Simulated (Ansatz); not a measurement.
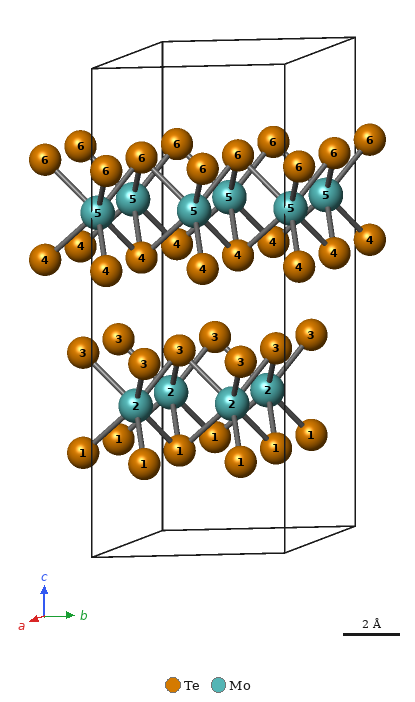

The structure (ball-and-stick view of the 2 × 2 repeat of the cell, with the vacuum cut short, seen slightly off an axis; bonded neighbours outside the cell are drawn too; atoms are numbered from 1 in the order of the input). An atom can appear more than once, as a periodic image. Near neighbours in the periodic cell (some may lie outside the picture): Te has 3 Mo at 2.72 Å; Mo has 6 Te at 2.72 Å.

**Single-point calculation, with input and output: MoTe2**

The run: single-point calculation of MoTe2 (slab, 6 atoms in the cell). Method and program: DFT PBE+D3(BJ), scalar-relativistic, plane waves, PAW, PAW set soft_1, no spin polarisation (Ansatz 0.2.0).

The structure derives from an entry of the Crystallography Open Database. Figures and captions count atoms from 1; the log counts them from 0 in places.

### The input
```yaml
crystal:
  lattice:
    - [3.5038816881, 0.0, 0.0]
    - [-1.751940844, 3.0344505538, 0.0]
    - [0.0, 0.0, 24.7677198395]
  atoms:
    - { symbol: Te, position: [0.3333333333, 0.6666666667, 0.1816881017] }
    - { symbol: Mo, position: [0.6666666667, 0.3333333333, 0.2550468917] }
    - { symbol: Te, position: [0.3333333333, 0.6666666667, 0.3284056818] }
    - { symbol: Te, position: [0.5, 1.3333333333, 0.468911147] }
    - { symbol: Mo, position: [0.8333333333, 1.0, 0.5422699371] }
    - { symbol: Te, position: [0.5, 1.3333333333, 0.6156287272] }
basis:
  ecutwfc: 420
kpoints:
  mp_grid: { grid: [9, 9, 1] }
hamiltonian:
  xc: pbe
  pseudopotentials: { kind: paw, azcp: { folder: soft_1 } }
  dispersion: d3bj
scf:
  occupations: { method: gaussian, width: 0.05 }
output:
  forces: true
  eigenvalues: true
  write_density: true
  write_potential: true
  elf: true
  volumetric_format: npy
efield:
  axis: 3
  dipole_correction: true
  ramp_width: 0.04
```

Command:
```bash
ansatz run input.yaml --threads 2 --pin off --max-ram 6144MiB --backend cpu --events-out ev --progress --plain --runs-dir out
```

### Log
```
Engine: ansatz 0.2.0, aarch64-unknown-linux-gnu
Pseudopotentials: kind: paw
Pseudopotential: Te, paw, valence charge 16, recommended cutoff 420 eV (normal), [file]
Pseudopotential: Mo, paw, valence charge 14, recommended cutoff 420 eV (normal), [file]
Functional definition: PBE
  parameter kappa = 0.804
  parameter beta = 0.06672455060314922
  exchange = pbe_x(kappa = kappa, mu = beta*pi^2/3)
  correlation = pbe_c(beta = beta)
Crystal: 6 atoms, lattice volume = 263.339 Å³
Basis set: ecut = 420 eV, 5141 PW (Γ), exchange–correlation on 48×48×360 points (8 copies of the dense FFT grid, shifted against one another)
Bands: 56, of which v1, the nominal top of the filled ones, is band 46 counted from 1 (45 counted from 0)
Symmetry: 1 space group operations
Space group: P1 (ITA 1), of the structure as read, at distance tolerance 6.4e-5 Å
k-points: 41 of 81 (time reversal used)
Non-local potential: Te, projectors of the file, l = 0: 2, l = 1: 2, l = 2: 2, l = 3: 1
Non-local potential: Mo, projectors of the file, l = 0: 3, l = 1: 2, l = 2: 2, l = 3: 1
PAW form: soft (Blöchl's): semilocal exchange-correlation on the pseudo side does not see the compensation charge
PAW one-centre angular grid: Te, 590 points (default); XC on 64 Gauss nodes
PAW one-centre angular grid: Mo, 590 points (default); XC on 64 Gauss nodes
Initial density: superposition of atomic densities (neutral atoms: chi_scale 0, normalization atom)
Initial wavefunctions: pseudopotential atomic-orbital guess
Functional: x = pbe(κ = 0.804, μ = 0.2195149727645171), c = pbe(β = 0.06672455060314922)
SCF iter   1: F=—  HF=-37837.887793 eV  |F-HF|=—  |Δ(HF+E_count)|=         —  Δρ=3.68e-2  dr2=4.82e0  ethr=3.10e-3  p=-0.000 e·Å  D=-8.90e-8 V/Å  ΔV_dip=0.00 eV  dr2_dipole=5.33e-5  V_vac-E_F(+/−)=4.99/4.99 eV  ⟨swp⟩=11.4  Hψ=10846  notcnv=0
efield: sawtooth ramp at fractional position 0.8787 (placed from the atoms, in the widest stretch of the axis that holds none; the zero of the levels goes with the place), width 0.0400; the density the first Hamiltonian is built on has a dipole p = -0.000 e·Å; the dipole correction subtracts the counter field D = -8.90e-8 V/Å, which shifts the + side's vacuum level by +0.00 eV against the − side's; the planar-averaged density in the ramp window peaks in size at 5.7e-7 e/Å³
preconditioner: auto → Resta (q_TF=auto, 2.290 Å⁻¹)  ε∞=4.2  [insulator: Δε(μ)=1.172 eV  Ē_g=7.692 eV  σ=0.050 eV  W_gap=1.00  n_scr=60 (ndim 8)  ℏωp=13.7 eV  f_vac=0.421  D(μ)=0.00/eV (n_scr^D=0)  ε∞_Penn≈4.2  vacuum switching on, ρ_ref=4.3e-3 e/Å³]
SCF iter   2: F=—  HF=-37837.006972 eV  |F-HF|=—  |Δ(HF+E_count)|=   8.81e-1  Δρ=1.64e-2  dr2=2.89e0  ethr=3.10e-3  p=-0.002 e·Å  D=-1.03e-3 V/Å  ΔV_dip=0.03 eV  dr2_dipole=6.38e-7  V_vac-E_F(+/−)=5.35/5.32 eV  ⟨swp⟩=3.0  Hψ=4224  notcnv=0  defer=120
SCF iter   3: F=—  HF=-37836.715020 eV  |F-HF|=—  |Δ(HF+E_count)|=   2.92e-1  Δρ=1.19e-2  dr2=4.48e-1  ethr=3.10e-3  p=-0.001 e·Å  D=-9.35e-4 V/Å  ΔV_dip=0.02 eV  dr2_dipole=1.01e-5  V_vac-E_F(+/−)=4.61/4.59 eV  ⟨swp⟩=2.6  Hψ=2963  notcnv=0  defer=120
SCF iter   4: F=—  HF=-37836.641649 eV  |F-HF|=—  |Δ(HF+E_count)|=   7.34e-2  Δρ=5.02e-3  dr2=8.20e-2  ethr=4.86e-4  p=-0.002 e·Å  D=-1.38e-3 V/Å  ΔV_dip=0.03 eV  dr2_dipole=2.00e-7  V_vac-E_F(+/−)=4.52/4.48 eV  ⟨swp⟩=2.0  Hψ=3102  notcnv=0  defer=120
SCF iter   5: F=—  HF=-37836.626737 eV  |F-HF|=—  |Δ(HF+E_count)|=   1.49e-2  Δρ=1.02e-3  dr2=6.46e-3  ethr=8.91e-5  p=-0.002 e·Å  D=-1.40e-3 V/Å  ΔV_dip=0.03 eV  dr2_dipole=7.42e-6  V_vac-E_F(+/−)=4.36/4.33 eV  ⟨swp⟩=2.0  Hψ=3128  notcnv=0  defer=120
SCF iter   6: F=—  HF=-37836.626341 eV  |F-HF|=—  |Δ(HF+E_count)|=   3.96e-4  Δρ=3.68e-4  dr2=3.26e-3  ethr=7.02e-6  p=-0.003 e·Å  D=-1.82e-3 V/Å  ΔV_dip=0.05 eV  dr2_dipole=9.63e-6  V_vac-E_F(+/−)=4.35/4.31 eV  ⟨swp⟩=2.1  Hψ=2815  notcnv=0  defer=120
SCF iter   7: F=—  HF=-37836.626296 eV  |F-HF|=—  |Δ(HF+E_count)|=   4.52e-5  Δρ=1.50e-4  dr2=2.35e-4  ethr=3.55e-6  p=-0.002 e·Å  D=-1.54e-3 V/Å  ΔV_dip=0.04 eV  dr2_dipole=1.08e-6  V_vac-E_F(+/−)=4.31/4.27 eV  ⟨swp⟩=2.0  Hψ=2486  notcnv=0  defer=120
SCF iter   8: F=—  HF=-37836.626304 eV  |F-HF|=—  |Δ(HF+E_count)|=   7.84e-6  Δρ=1.23e-4  dr2=1.67e-4  ethr=2.55e-7  p=-0.003 e·Å  D=-1.95e-3 V/Å  ΔV_dip=0.05 eV  dr2_dipole=2.56e-5  V_vac-E_F(+/−)=4.29/4.25 eV  ⟨swp⟩=2.0  Hψ=2905  notcnv=0  defer=120
SCF iter   9: F=—  HF=-37836.626290 eV  |F-HF|=—  |Δ(HF+E_count)|=   1.39e-5  Δρ=4.07e-5  dr2=1.08e-5  ethr=1.81e-7  p=-0.002 e·Å  D=-1.56e-3 V/Å  ΔV_dip=0.04 eV  dr2_dipole=4.83e-7  V_vac-E_F(+/−)=4.29/4.25 eV  ⟨swp⟩=2.0  Hψ=2465  notcnv=0  defer=120
SCF iter  10: F=—  HF=-37836.626331 eV  |F-HF|=—  |Δ(HF+E_count)|=   4.17e-5  Δρ=1.03e-5  dr2=4.59e-7  ethr=1.17e-8  p=-0.002 e·Å  D=-1.62e-3 V/Å  ΔV_dip=0.04 eV  dr2_dipole=1.58e-8  V_vac-E_F(+/−)=4.29/4.25 eV  ⟨swp⟩=2.0  Hψ=2787  notcnv=0  defer=120
SCF iter  11: F=—  HF=-37836.626332 eV  |F-HF|=—  |Δ(HF+E_count)|=   1.53e-7  Δρ=5.65e-6  dr2=3.58e-7  ethr=1.09e-10  p=-0.002 e·Å  D=-1.58e-3 V/Å  ΔV_dip=0.04 eV  dr2_dipole=1.38e-7  V_vac-E_F(+/−)=4.28/4.24 eV  ⟨swp⟩=20.9  Hψ=19257  notcnv=0
SCF iter  12: F=—  HF=-37836.626332 eV  |F-HF|=—  |Δ(HF+E_count)|=   6.27e-9  Δρ=3.93e-6  dr2=1.54e-7  ethr=3.89e-10  p=-0.002 e·Å  D=-1.62e-3 V/Å  ΔV_dip=0.04 eV  dr2_dipole=4.54e-8  V_vac-E_F(+/−)=4.28/4.24 eV  ⟨swp⟩=2.0  Hψ=2558  notcnv=0
SCF iter  13: F=-37836.626332 eV  HF=-37836.626332 eV  |F-HF|=1.63e-8  |Δ(HF+E_count)|=   8.64e-9  Δρ=1.30e-6  dr2=2.02e-8  ethr=1.09e-10  p=-0.002 e·Å  D=-1.61e-3 V/Å  ΔV_dip=0.04 eV  dr2_dipole=1.14e-9  V_vac-E_F(+/−)=4.28/4.24 eV  ⟨swp⟩=10.2  Hψ=14384  notcnv=0
SCF 1 converged in 13 iterations: F = -37836.626332 eV  dr2 = 2.02e-8
  greatest PAW one-centre occupation: 0.999 electrons in one spin orbital (limit 2), on the Mo atom at site 1 (counted from 0), in its partial waves of l = 0
```

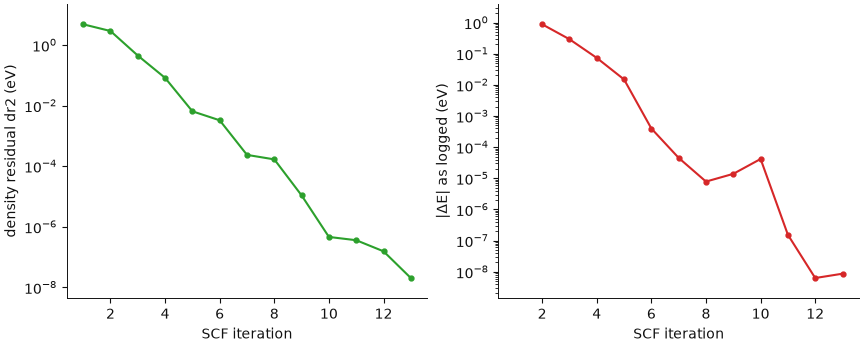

Convergence of the self-consistent field: density residual dr2 and size of the energy change against the SCF iteration. The residual falls at every step.

```
WARN: The output density's exchange-correlation potential varies sharply where the density is thin. Do not read a vacuum level from v_tot or v_xc, or from such a field of the output density. On a cell that repeats whose density bears no net charge and no dipole along the vacuum's axis use v_es (v_loc + v_h of the components); under efield.dipole_correction with no amplitude use v_es + v_field, which holds any external_charges[].barrier, or the levels of the report's work_function block, which leave it out; under a non-zero efield.amplitude the vacuum is tilted and has no level; on a cell that repeats and bears such a dipole with no correction it is tilted too, and efield.dipole_correction with no amplitude gives each side of its ramp a level where efield: is served; in a cell that repeats whose density bears a net charge (total_charge, or a fill off its count) it is curved and has none; of a slab under crystal.periodic whose density bears no net charge use v_es, which has a level on each side, short of where the two are joined; of another it falls or rises all the way out and has none; of a slab beside external_charges read slab_vacuum_level instead, which it has where they leave it neutral. The grid or the basis barely resolves most such structure, and the values can differ between equally converged runs; as a rule a tighter scf.convergence.dr2_threshold does not remove it. Where the density itself ripples (under the LDA too) a higher basis.ecutwfc lessens it. The files hold the spikes' plane waves up to the density's cutoff. Files: v_tot_of_output_density and the like, and their columns of v_z.tsv (output.write_potential); v_xc_of_output_density and the like, and their columns of v_comp_z.tsv (output.write_potential_components). Measured: with its Gaussian average of σ = 0.25 Å subtracted twice, the exchange-correlation potential is over 0.1 eV at 108 of the grid points where the equally averaged density (valence and model cores) is under 1e-3 e/Å³, and 0.412 eV at the most among them, at an averaged density of 4.3e-8 e/Å³. See output.write_potential in the manual, Limitations
SCF converged after 13 iterations
Free energy (F): -37836.626332 eV
Harris-Foulkes:  -37836.626332 eV  (|F-HF|=1.63e-8)
Internal energy: -37836.626332 eV  (E = F + TS)
E sigma→0 (E₀):  -37836.626332 eV
Fermi energy:    5.491726 eV
Dipole field:    D = -0.001567 V/Å  (p = -0.002281 e·Å, saw-weighted, corrected)
Work function:   Φ+ = 4.2831 eV   Φ− = 4.2443 eV
Levels:          The Fermi level and band energies are counted from a zero that moves with the ramp; work functions are not
--- Per-component energies (eV) ---
  E_band       = -1823.247370
  E_kinetic    = 1536.260555
  E_local      = -70497.682887  (includes V_loc(G=0)·N_el)
  E_nonlocal   = 565.179196
  E_hartree    = 34664.679764
  E_xc         = -842.326423
  E_vxc        = -847.355635  (∫ρ·V_xc dr)
  E_paw        = -25112.440189  (= ΣΔE_a)
  E_vpaw       = -1909.019430  (= ΣTr[D̂ρ^β])
  E_aug_tail   = 0.000465  (compensation charges beyond the density's cutoff)
  E_efield     = 0.000002  (sawtooth field / dipole correction)
  E_vefield    = 0.000004  (∫n·V_field dr)
  E_ewald      = 21852.492680
  E_disp       = -2.789493  (pairwise vdW)
  E_smearing   = -0.000000  (= −TS)
  E_closure    = 0.000000  (closes the sum)
  Σ components = -37836.626332   (vs F -37836.626332, Δ=0.00e0)
--- Forces (eV/Å), atoms counted from 1 ---
  atom   1  Te     0.00476129    -0.00024877     0.02182822
  atom   2  Mo    -0.01877694     0.00926558    -0.00458766
  atom   3  Te    -0.05849438     0.03292334     0.02316425
  atom   4  Te     0.05520899    -0.03413343    -0.00624911
  atom   5  Mo     0.01577848    -0.00924212    -0.02450519
  atom   6  Te     0.00152236     0.00143538    -0.00966002
  max |Σ_I F_I| component: 9.49e-6 eV/Å
--- Band table (eV; the first three rows and the last of 41) ---
  k-point 0: bands = ["-55.7468", "-55.7115", "-31.6387", "-31.6376", "-31.6261", "-31.6261", "-31.6051", "-31.6039", "-31.5884", "-31.5884", "-31.5723", "-31.5708", "-31.5547", "-31.5545", "-31.5514", "-31.5378", "-31.5370", "-31.5331", "-31.5171", "-31.5164", "-31.5160", "-31.4945", "-29.9183", "-29.8818", "-29.7508", "-29.7496", "-29.7159", "-29.7154", "-7.8821", "-7.7308", "-6.9798", "-6.7666", "-0.4887", "0.1171", "2.4864", "3.3092", "3.3100", "3.3442", "3.3449", "3.5944", "4.0834", "4.0862", "4.1210", "4.1224", "4.2071", "4.8810", "8.0197", "8.0886", "8.1295", "8.1636", "8.3327", "8.3644", "8.4047", "8.4637", "9.1054", "9.3179"]
  k-point 1: bands = ["-55.7457", "-55.7104", "-31.6377", "-31.6349", "-31.6277", "-31.6234", "-31.6039", "-31.6018", "-31.5896", "-31.5857", "-31.5733", "-31.5719", "-31.5576", "-31.5549", "-31.5501", "-31.5392", "-31.5378", "-31.5318", "-31.5191", "-31.5167", "-31.5155", "-31.4932", "-29.9099", "-29.8735", "-29.7671", "-29.7535", "-29.7329", "-29.7186", "-7.7068", "-7.5563", "-6.8523", "-6.6460", "-0.2988", "0.3036", "2.3544", "2.9261", "2.9643", "3.1688", "3.4538", "3.4882", "3.8615", "3.8982", "4.0123", "4.2213", "4.2762", "4.8464", "7.4283", "7.4767", "7.5117", "7.6166", "7.9794", "8.0573", "8.2140", "8.2766", "9.3462", "9.5516"]
  k-point 2: bands = ["-55.7428", "-55.7075", "-31.6373", "-31.6307", "-31.6277", "-31.6168", "-31.6040", "-31.5948", "-31.5919", "-31.5790", "-31.5764", "-31.5745", "-31.5634", "-31.5559", "-31.5472", "-31.5430", "-31.5399", "-31.5284", "-31.5246", "-31.5178", "-31.5125", "-31.4899", "-29.8890", "-29.8525", "-29.8100", "-29.7759", "-29.7615", "-29.7267", "-7.2094", "-7.0631", "-6.4916", "-6.3073", "0.1868", "0.7550", "1.9098", "1.9695", "2.0449", "2.3489", "3.3783", "3.4169", "3.6079", "3.8392", "3.8750", "4.0051", "4.1184", "4.3678", "6.4240", "6.6752", "7.0566", "7.2708", "7.3387", "7.3947", "8.4072", "8.5031", "9.8984", "10.1050"]
  k-point 40: bands = ["-55.7379", "-55.7026", "-31.6446", "-31.6262", "-31.6169", "-31.6098", "-31.6081", "-31.5894", "-31.5838", "-31.5830", "-31.5797", "-31.5702", "-31.5667", "-31.5584", "-31.5492", "-31.5448", "-31.5426", "-31.5285", "-31.5227", "-31.5204", "-31.5081", "-31.4843", "-29.8745", "-29.8537", "-29.8405", "-29.8170", "-29.7834", "-29.7487", "-6.0705", "-5.9374", "-5.6851", "-5.5514", "-0.0261", "0.0928", "0.6253", "0.7839", "1.3064", "1.7382", "2.3485", "2.4767", "3.2098", "3.3474", "3.4006", "3.6668", "4.5614", "4.6218", "6.2017", "6.4986", "6.6525", "6.7080", "7.5008", "7.6090", "8.3276", "8.6334", "9.7266", "10.3570"]
```

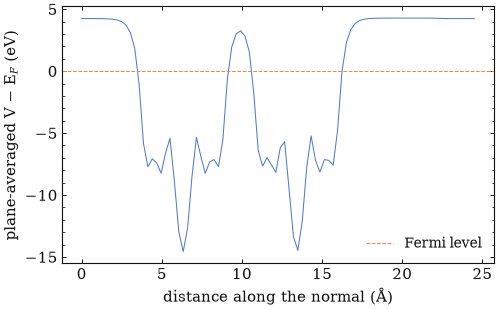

Plane average of the electrostatic potential energy of an electron across the cell, from the Fermi level. The vacuum level lies 4.28 eV above the Fermi level on the upper side and 4.24 eV on the lower.

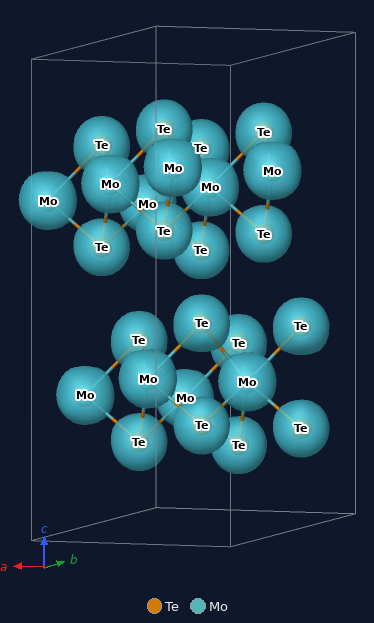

Isosurface of the valence electron density at 0.6 e/Å³ (cyan), seen at an oblique angle. Sticks mark near contacts. At this value the density breaks into separate islands; it holds about 70 % of the electrons treated as valence (semicore included). It is pinched off along the Te–Mo (2.72 Å) contacts. On the grid the lowest density along these lines, outside the cores, is 0.45 e/Å³ (Te–Mo, 2.72 Å). In a PAW calculation such maps are meaningful between the atoms, not at the nuclei.

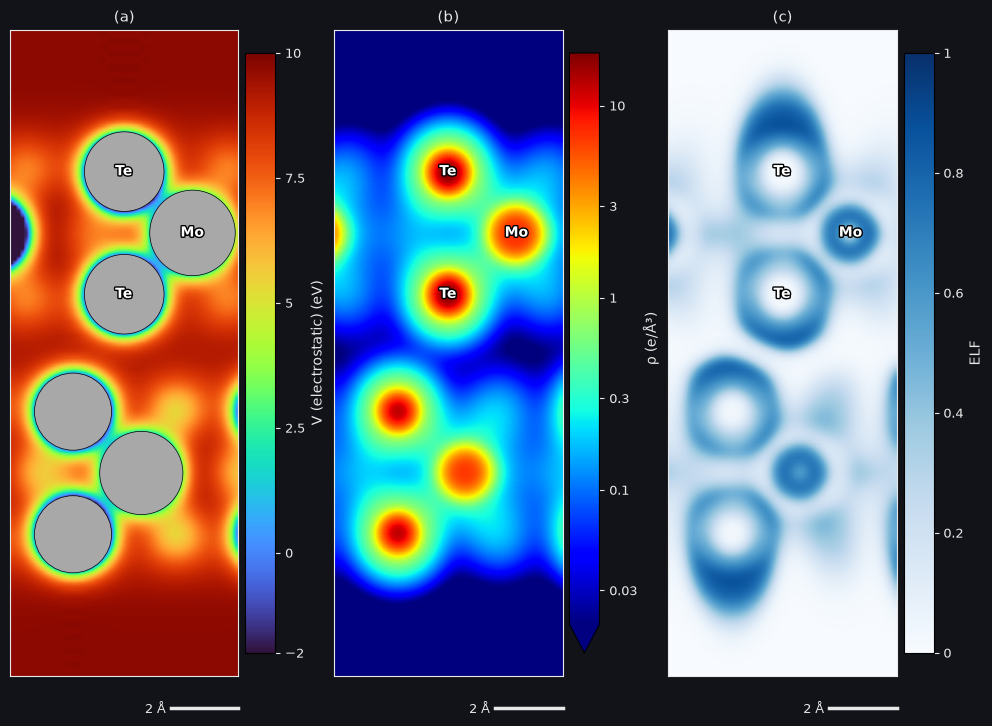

(a) electrostatic potential energy of an electron; (b) valence pseudo-density; (c) ELF on the (110) plane of the calculation cell, a cut from vacuum to vacuum. Grey discs, where drawn, cover atomic cores. Te–Mo (2.72 Å): the density is about 0.45 e/Å³ at the midpoint; the ELF is about 0.55 at the midpoint. The density dies away to nearly zero in the vacuum. The strong features right at Mo lie inside the PAW spheres (semicore, d or f shells) and say nothing about bonding.

### Results in brief

```csv
quantity,value
outcome,converged
electrons treated,92
free energy,−37836.6263 eV
"work function, top face",4.28 eV
"work function, bottom face",4.24 eV
Fermi energy,5.492 eV
gap on the k-point mesh,1.08 eV
work function (upper face),4.28 eV
largest force (length of the vector),0.071 eV/Å
hardware,"2 threads of Arm Neoverse V2, 24 GiB of memory available, shared host"
wall time,50 s (CPU time 100 s)
peak memory,0.74 GiB
```

The program warns: the exchange-correlation potential is rough where the density is thin.
